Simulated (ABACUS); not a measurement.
Geometry relaxation, with input and output: Cs (part 2 of 2)

Cs (Im-3m, 1 atom in the cell); Kohn-Sham DFT of a periodic cell, PBE, Ansatz NC PBE, no spin polarisation (ABACUS 3.10.1); cutoff 1360.57 eV, 6×6×6 k-mesh, fermi-dirac of 0.05 eV. The structure derives from a Materials Project entry.

Geometry of the input (Å; fractional positions):
```
-3.1285  3.1285  3.1285
3.1285  -3.1285  3.1285
3.1285  3.1285  -3.1285
Cs 0.0000  0.0000  0.0000
```

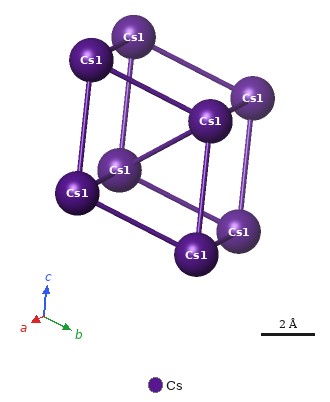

Figure 1. The geometry at step 2 of the log (ball-and-stick view of the cell of the calculation, seen slightly off an axis; atoms are numbered from 1 in the order of the input).

The program's output, continued:
```
----------------------------------------------------------
 E_KohnSham     -46.7202937668       -635.6622074622
 E_KS(sigma->0) -46.7196149613       -635.6529718403
 E_Harris       -46.7202939026       -635.6622093107
 E_band         -6.9324399430        -94.3206842681
 E_one_elec     -18.4847519079       -251.4979520642
 E_Hartree      10.3501261095        140.8206901071
 E_xc           -13.6535937155       -185.7666727082
 E_Ewald        -24.9307166419       -339.1998015533
 E_entropy(-TS) -0.0013576109        -0.0184712436
 E_descf        0.0000000000         0.0000000000
 E_exx          0.0000000000         0.0000000000
 E_Fermi        0.1578493146         2.1476501037
----------------------------------------------------------

 charge density convergence is achieved
 final etot is -635.66220746 eV
 EFERMI = 2.1476501037 eV

 STATE ENERGY(eV) AND OCCUPATIONS    NSPIN == 1
[... levels at 16 further k points ...]

 correction force for each atom along direction 1 is 1.69162e-14
 correction force for each atom along direction 2 is 6.75224e-15
 correction force for each atom along direction 3 is -1.18003e-16
------------------------------------------------------------------------------------------
 TOTAL-FORCE (eV/Angstrom)
------------------------------------------------------------------------------------------
                       Cs1         0.0000000000         0.0000000000         0.0000000000
------------------------------------------------------------------------------------------

----------------------------------------------------------------
 TOTAL-STRESS (KBAR)
----------------------------------------------------------------
        -3.9214246536         0.0000000000         0.0000000000
        -0.0000000000        -3.9214246536        -0.0000000000
        -0.0000000000         0.0000000000        -3.9214246536
----------------------------------------------------------------
 TOTAL-PRESSURE: -3.921425 KBAR

 Largest gradient in force is 0.000000 eV/A.
 Threshold is 0.010000 eV/A.

 Largest gradient in stress is 3.921425 kbar.
 Threshold is 0.500000 kbar.

 Relaxation is not converged yet!
CARTESIAN COORDINATES ( UNIT =       1.889726124600 Bohr ).
    atom                   x                   y                   z     mag                  vx                  vy                  vz
tauc_Cs1            0.0000000000        0.0000000000        0.0000000000  0.0000        0.0000000000        0.0000000000        0.0000000000

                          Volume (Bohr^3) = 789.904287
                             Volume (A^3) = 117.051599

 Lattice vectors: (Cartesian coordinate: in unit of a_0)
            -3.081574           +3.081574           +3.081574
            +3.081574           -3.081574           +3.081574
            +3.081574           +3.081574           -3.081574
 Reciprocal vectors: (Cartesian coordinate: in unit of 2 pi/a_0)
            +0.000000           +0.162255           +0.162255
            +0.162255           +0.000000           +0.162255
            +0.162255           +0.162255           +0.000000

 -------------------------------------------
 STEP OF RELAXATION : 2
 -------------------------------------------

[... set-up of the moved cell ...]

 LCAO ALGORITHM --------------- ION=   2  ELEC=   1--------------------------------

 Density error is 0.000820138189
----------------------------------------------------------
     Energy           Rydberg                 eV
----------------------------------------------------------
 E_KohnSham     -46.7211483071       -635.6738340796
 E_Harris       -46.7228421894       -635.6968805303
 E_Fermi        0.1703014167         2.3170696450
----------------------------------------------------------

[... 5 further cycles ...]
 LCAO ALGORITHM --------------- ION=   2  ELEC=   7--------------------------------

 Density error is 0.000000027410
----------------------------------------------------------
     Energy           Rydberg                 eV
----------------------------------------------------------
 E_KohnSham     -46.7211494992       -635.6738502991
 E_KS(sigma->0) -46.7204774134       -635.6647061029
 E_Harris       -46.7211494421       -635.6738495223
 E_band         -6.7974984098        -92.4847105192
 E_one_elec     -17.8595813896       -242.9920707934
 E_Hartree      10.1082593628        137.5299241958
 E_xc           -13.6584075083       -185.8321677191
 E_Ewald        -25.3100757925       -344.3612475902
 E_entropy(-TS) -0.0013441716        -0.0182883923
 E_descf        0.0000000000         0.0000000000
 E_exx          0.0000000000         0.0000000000
 E_Fermi        0.1702899654         2.3169138415
----------------------------------------------------------

 charge density convergence is achieved
 final etot is -635.67385029908 eV
 EFERMI = 2.31691384149 eV

 STATE ENERGY(eV) AND OCCUPATIONS    NSPIN == 1
[... levels at 16 further k points ...]

 correction force for each atom along direction 1 is 0.000000
 correction force for each atom along direction 2 is -0.000000
 correction force for each atom along direction 3 is -0.000000
------------------------------------------------------------------------------------------
 TOTAL-FORCE (eV/Angstrom)
------------------------------------------------------------------------------------------
                       Cs1         0.0000000000         0.0000000000         0.0000000000
------------------------------------------------------------------------------------------

----------------------------------------------------------------
 TOTAL-STRESS (KBAR)
----------------------------------------------------------------
        -2.9158868227        -0.0000000000        -0.0000000000
         0.0000000000        -2.9158868227        -0.0000000000
        -0.0000000000        -0.0000000000        -2.9158868227
----------------------------------------------------------------
 TOTAL-PRESSURE: -2.915887 KBAR

 Largest gradient in force is 0.000000 eV/A.
 Threshold is 0.010000 eV/A.

 Largest gradient in stress is 2.915887 kbar.
 Threshold is 0.500000 kbar.

 Relaxation is not converged yet!
CARTESIAN COORDINATES ( UNIT =       1.889726124600 Bohr ).
    atom                   x                   y                   z     mag                  vx                  vy                  vz
tauc_Cs1            0.0000000000        0.0000000000        0.0000000000  0.0000        0.0000000000        0.0000000000        0.0000000000

                          Volume (Bohr^3) = 731.093991
                             Volume (A^3) = 108.336823

 Lattice vectors: (Cartesian coordinate: in unit of a_0)
            -3.003117           +3.003117           +3.003117
            +3.003117           -3.003117           +3.003117
            +3.003117           +3.003117           -3.003117
 Reciprocal vectors: (Cartesian coordinate: in unit of 2 pi/a_0)
            +0.000000           +0.166494           +0.166494
            +0.166494           +0.000000           +0.166494
            +0.166494           +0.166494           +0.000000

 -------------------------------------------
 STEP OF RELAXATION : 3
 -------------------------------------------

[... set-up of the moved cell ...]

 LCAO ALGORITHM --------------- ION=   3  ELEC=   1--------------------------------

 Density error is 0.001006996712
----------------------------------------------------------
     Energy           Rydberg                 eV
----------------------------------------------------------
 E_KohnSham     -46.7219034562       -635.6841084103
 E_Harris       -46.7239650261       -635.7121575078
 E_Fermi        0.1933948326         2.6312716876
----------------------------------------------------------

[... 5 further cycles ...]
 LCAO ALGORITHM --------------- ION=   3  ELEC=   7--------------------------------

 Density error is 0.000000013142
----------------------------------------------------------
     Energy           Rydberg                 eV
----------------------------------------------------------
 E_KohnSham     -46.7219071791       -635.6841590628
 E_KS(sigma->0) -46.7212440893       -635.6751372636
 E_Harris       -46.7219072465       -635.6841599793
 E_band         -6.5544838316        -89.1783275587
 E_one_elec     -16.7760310908       -228.2496126595
 E_Hartree      9.6939111985         131.8924282053
 E_xc           -13.6671506047       -185.9511236479
 E_Ewald        -25.9713105026       -353.3578073625
 E_entropy(-TS) -0.0013261795        -0.0180435982
 E_descf        0.0000000000         0.0000000000
 E_exx          0.0000000000         0.0000000000
 E_Fermi        0.1933217650         2.6302775513
----------------------------------------------------------

 charge density convergence is achieved
 final etot is -635.68415906276 eV
 EFERMI = 2.63027755132 eV

 STATE ENERGY(eV) AND OCCUPATIONS    NSPIN == 1
[... levels at 16 further k points ...]

 correction force for each atom along direction 1 is 0.000000
 correction force for each atom along direction 2 is -0.000000
 correction force for each atom along direction 3 is -0.000000
------------------------------------------------------------------------------------------
 TOTAL-FORCE (eV/Angstrom)
------------------------------------------------------------------------------------------
                       Cs1         0.0000000000         0.0000000000         0.0000000000
------------------------------------------------------------------------------------------

----------------------------------------------------------------
 TOTAL-STRESS (KBAR)
----------------------------------------------------------------
        -0.7444076855        -0.0000000000        -0.0000000000
        -0.0000000000        -0.7444076855        -0.0000000000
         0.0000000000         0.0000000000        -0.7444076855
----------------------------------------------------------------
 TOTAL-PRESSURE: -0.744408 KBAR

 Largest gradient in force is 0.000000 eV/A.
 Threshold is 0.010000 eV/A.

 Largest gradient in stress is 0.744408 kbar.
 Threshold is 0.500000 kbar.

 Relaxation is not converged yet!
CARTESIAN COORDINATES ( UNIT =       1.889726124600 Bohr ).
    atom                   x                   y                   z     mag                  vx                  vy                  vz
tauc_Cs1            0.0000000000        0.0000000000        0.0000000000  0.0000        0.0000000000        0.0000000000        0.0000000000

                          Volume (Bohr^3) = 713.508681
                             Volume (A^3) = 105.730952

 Lattice vectors: (Cartesian coordinate: in unit of a_0)
            -2.978843           +2.978843           +2.978843
            +2.978843           -2.978843           +2.978843
            +2.978843           +2.978843           -2.978843
 Reciprocal vectors: (Cartesian coordinate: in unit of 2 pi/a_0)
            +0.000000           +0.167850           +0.167850
            +0.167850           +0.000000           +0.167850
            +0.167850           +0.167850           +0.000000

 -------------------------------------------
 STEP OF RELAXATION : 4
 -------------------------------------------

[... set-up of the moved cell ...]

 LCAO ALGORITHM --------------- ION=   4  ELEC=   1--------------------------------

 Density error is 0.001066170547
----------------------------------------------------------
     Energy           Rydberg                 eV
----------------------------------------------------------
 E_KohnSham     -46.7219466203       -635.6846956882
 E_Harris       -46.7194472919       -635.6506905799
 E_Fermi        0.2010796461         2.7358289394
----------------------------------------------------------

[... 5 further cycles ...]
 LCAO ALGORITHM --------------- ION=   4  ELEC=   7--------------------------------

 Density error is 0.000000032250
----------------------------------------------------------
     Energy           Rydberg                 eV
----------------------------------------------------------
 E_KohnSham     -46.7219490548       -635.6847288116
 E_KS(sigma->0) -46.7212878378       -635.6757324928
 E_Harris       -46.7219488837       -635.6847264835
 E_band         -6.4746331989        -88.0919039646
 E_one_elec     -16.4308456961       -223.5531244259
 E_Hartree      9.5632073926         130.1141116948
 E_xc           -13.6700419927       -185.9904629999
 E_Ewald        -26.1829463246       -356.2372604431
 E_entropy(-TS) -0.0013224340        -0.0179926375
 E_descf        0.0000000000         0.0000000000
 E_exx          0.0000000000         0.0000000000
 E_Fermi        0.2010603569         2.7355664953
----------------------------------------------------------

 charge density convergence is achieved
 final etot is -635.68472881159 eV
 EFERMI = 2.73556649531 eV

 STATE ENERGY(eV) AND OCCUPATIONS    NSPIN == 1
 1/16 kpoint (Cartesian) = 0.00000 0.00000 0.00000 (3504 pws)
       1     -21.172093       0.009259
       2      -7.903111       0.009259
       3      -7.903111       0.009259
       4      -7.903111       0.009259
       5       0.887267       0.009259
       6       5.192680       0.000000
       7       5.192680       0.000000
       8       5.192680       0.000000
       9       6.178457       0.000000

 2/16 kpoint (Cartesian) = 0.02798 -0.02798 0.00000 (3499 pws)
       1     -21.169590       0.111111
       2      -7.950519       0.111111
       3      -7.918225       0.111111
       4      -7.903250       0.111111
       5       1.214686       0.111111
       6       4.927699       0.000000
       7       4.933672       0.000000
       8       5.555125       0.000000
       9       5.969457       0.000000

 3/16 kpoint (Cartesian) = 0.05595 -0.05595 0.00000 (3493 pws)
       1     -21.164576       0.111111
       2      -8.041754       0.111111
       3      -7.948048       0.111111
       4      -7.903538       0.111111
       5       2.046854       0.111111
       6       4.223088       0.000000
       7       4.488145       0.000000
       8       6.098450       0.000000
       9       6.484024       0.000000

 4/16 kpoint (Cartesian) = 0.08393 0.08393 0.16785 (3480 pws)
       1     -21.162066       0.055556
       2      -8.084833       0.055556
       3      -7.962630       0.055556
       4      -7.903684       0.055556
       5       2.652926       0.046626
       6       4.298290       0.000000
       7       6.012637       0.000000
       8       6.165480       0.000000
       9       6.626251       0.000000

 5/16 kpoint (Cartesian) = 0.05595 -0.02798 -0.02798 (3492 pws)
       1     -21.165831       0.222222
       2      -8.012431       0.222222
       3      -7.937487       0.222222
       4      -7.913921       0.222222
       5       1.812725       0.222222
       6       4.399550       0.000000
       7       4.594891       0.000000
       8       5.889286       0.000000
       9       6.285373       0.000000

 6/16 kpoint (Cartesian) = 0.08393 0.11190 0.13988 (3480 pws)
       1     -21.162067       0.444444
       2      -8.062439       0.444444
       3      -7.972932       0.444444
       4      -7.917813       0.444444
       5       2.763333       0.162056
       6       4.102503       0.000000
       7       4.406093       0.000000
       8       6.068350       0.000000
       9       6.528216       0.000000

[... levels at 10 further k points ...]

 correction force for each atom along direction 1 is -0.000000
 correction force for each atom along direction 2 is -0.000000
 correction force for each atom along direction 3 is -0.000000
------------------------------------------------------------------------------------------
 TOTAL-FORCE (eV/Angstrom)
------------------------------------------------------------------------------------------
                       Cs1         0.0000000000         0.0000000000         0.0000000000
------------------------------------------------------------------------------------------

----------------------------------------------------------------
 TOTAL-STRESS (KBAR)
----------------------------------------------------------------
         0.0598892441        -0.0000000000         0.0000000000
         0.0000000000         0.0598892441         0.0000000000
         0.0000000000         0.0000000000         0.0598892441
----------------------------------------------------------------
 TOTAL-PRESSURE: 0.059889 KBAR

 Largest gradient in force is 0.000000 eV/A.
 Threshold is 0.010000 eV/A.

 Largest gradient in stress is 0.059889 kbar.
 Threshold is 0.500000 kbar.

 Relaxation is converged!

 --------------------------------------------
 !FINAL_ETOT_IS -635.6847288115943684 eV
 --------------------------------------------
```

File mulliken.txt:
```
 3
CALCULATE THE MULLIkEN ANALYSIS FOR EACH ATOM
 Total charge:	9
Decomposed Mulliken populations
0                             Zeta of Cs              Spin 1
s                                      0              2.0001
s                                      1              0.8852
s                                      2              0.0054
SUM OVER M+Zeta                                       2.8907

pz                                     0              1.9981
px                                     0              1.9969
py                                     0              1.9974
SUM OVER M                                            5.9924
pz                                     1              0.0072
px                                     1              0.0258
py                                     1              0.0079
SUM OVER M                                            0.0409
SUM OVER M+Zeta                                       6.0333

dz^2                                   0              0.0150
dxz                                    0              0.0054
dyz                                    0              0.0008
dx^2-y^2                               0              0.0106
dxy                                    0              0.0255
SUM OVER M                                            0.0572
dz^2                                   1              0.0102
dxz                                    1             -0.0027
dyz                                    1             -0.0001
dx^2-y^2                               1              0.0080
dxy                                    1              0.0033
SUM OVER M                                            0.0188
SUM OVER M+Zeta                                       0.0760

SUM OVER M+Zeta+L                                     9.0000

Total Charge on atom:                 Cs              9.0000
```

Trajectory as extended XYZ (Å, eV, eV/Å), 4 frames, from step=0 to step=3:
```
1
Lattice="-3.1285 3.1285 3.1285 3.1285 -3.1285 3.1285 3.1285 3.1285 -3.1285" Properties=species:S:1:pos:R:3:forces:R:3 step=0 energy=-635.66221 pressure_GPa=-0.39
Cs    0.0000    0.0000    0.0000    0.0000   0.0000   0.0000
1
Lattice="-3.0816 3.0816 3.0816 3.0816 -3.0816 3.0816 3.0816 3.0816 -3.0816" Properties=species:S:1:pos:R:3:forces:R:3 step=1 energy=-635.67385 pressure_GPa=-0.29
Cs    0.0000    0.0000    0.0000    0.0000   0.0000   0.0000
1
Lattice="-3.0031 3.0031 3.0031 3.0031 -3.0031 3.0031 3.0031 3.0031 -3.0031" Properties=species:S:1:pos:R:3:forces:R:3 step=2 energy=-635.68416 pressure_GPa=-0.07
Cs    0.0000    0.0000    0.0000    0.0000   0.0000   0.0000
1
Lattice="-2.9788 2.9788 2.9788 2.9788 -2.9788 2.9788 2.9788 2.9788 -2.9788" Properties=species:S:1:pos:R:3:forces:R:3 step=3 energy=-635.68473 pressure_GPa=0.01
Cs    0.0000    0.0000    0.0000    0.0000   0.0000   0.0000
```

Results in brief:

```json
{"quantity": "outcome", "value": "converged"}
{"quantity": "space group (tolerance 0.01 Å)", "value": "Im-3m (229)"}
{"quantity": "electrons treated", "value": "9"}
{"quantity": "free energy", "value": "−635.6847 eV"}
{"quantity": "Fermi energy", "value": "2.736 eV"}
{"quantity": "pressure", "value": "0.01 GPa"}
{"quantity": "final volume", "value": "105.73 Å³"}
{"quantity": "largest force (length of the vector) at the end", "value": "under 0.001 eV/Å"}
{"quantity": "final cell", "value": "a = 5.160 Å, b = 5.160 Å, c = 5.160 Å, α = 109.47°, β = 109.47°, γ = 109.47°"}
{"quantity": "hardware", "value": "4 threads of Intel Xeon @ 2.90GHz (Ice Lake), 192 GiB of memory available, shared host"}
{"quantity": "wall time", "value": "19 s (CPU time 77 s)"}
{"quantity": "peak memory", "value": "0.48 GiB"}
```

Notes:

Points of doubt noted for this run: home made orbitals.
